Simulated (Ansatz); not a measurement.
The calculation's input:

```
crystal:
  lattice:
    - [2.6522367574, 0.0, 0.0]
    - [-1.3261183787, 2.2969044087, 0.0]
    - [0.0, 0.0, 8.661888284]
  atoms:
    - { symbol: Rh, position: [1.0, 0.0, 1.0], spin: 1.0 }
    - { symbol: Rh, position: [1.0, 0.0, 0.5], spin: 1.0 }
    - { symbol: Rh, position: [0.3333333333, 0.6666666667, 0.25], spin: 1.0 }
    - { symbol: Rh, position: [0.6666666667, 0.3333333333, 0.75], spin: 1.0 }
hamiltonian:
  xc: mr2scan
  pseudopotentials:
    kind: paw
    azcp:
      Rh: "pseudopotentials/Rh.paw.azcp"
basis:
  ecutwfc: 500
  fft_grid_basis: typed
kpoints:
  mp_grid: { grid: [15, 15, 4], shift: [0, 0, 0] }
magnetization:
  spin_polarized: true
scf:
  occupations: { method: fermi_dirac, width: 0.05 }
  lower_state_search: "off"
output:
  stress: true
  write_density: true
  write_potential: true
  elf: true
  volumetric_format: npy
```

Run with:

```sh
ansatz run input.yaml --threads 2 --pin off --max-ram 6144MiB --backend cpu --events-out ev --progress --plain --runs-dir out
```

Below, planes, directions and counts refer to the conventional cell (a = 2.65 Å, b = 2.65 Å, c = 8.66 Å, α = 90.00°, β = 90.00°, γ = 120.00°).

Space group P6₃/mmc; set up as Rh, dhcp; a generated structure, not necessarily the stable one; changed on purpose from its base cell (volume × 0.96); computed pressure about 13 GPa in this cell; the program warned that a starting moment wasn't kept; spin-polarised, but the moments vanished.

The calculation used Ansatz, DFT, m-r2SCAN, plane waves (500 eV) with PAW, scalar-relativistic.

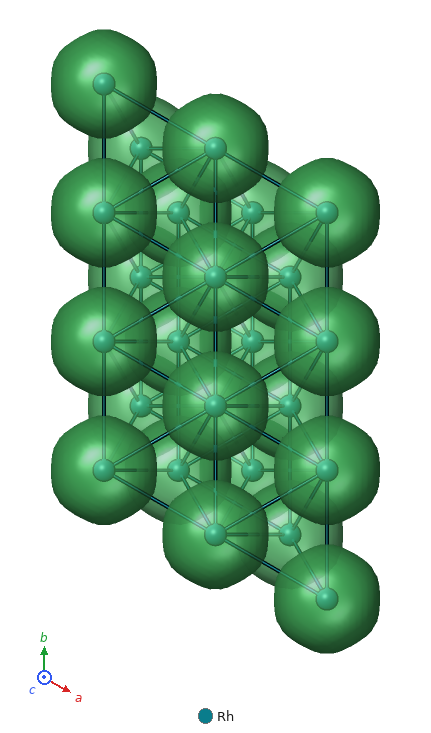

Rh. Isosurface of the valence charge density (pseudo) at 0.5 e/Å³ (green), seen along the c axis. Sticks mark near contacts.

In a PAW calculation such maps are meaningful between the atoms, not at the nuclei.

> Which contacts does the surface bridge?

At this value the density breaks into separate islands; it holds about 85 % of the electrons treated as valence (semicore included). It bridges none of the near contacts. It is pinched off along the shortest Rh–Rh (2.65 Å) contacts. On the grid the lowest density along these lines, outside the cores, is 0.39 e/Å³ (Rh–Rh, 2.65 Å).

> Does the calculation give a band gap?

It is gapless in this calculation (a metal or semimetal).
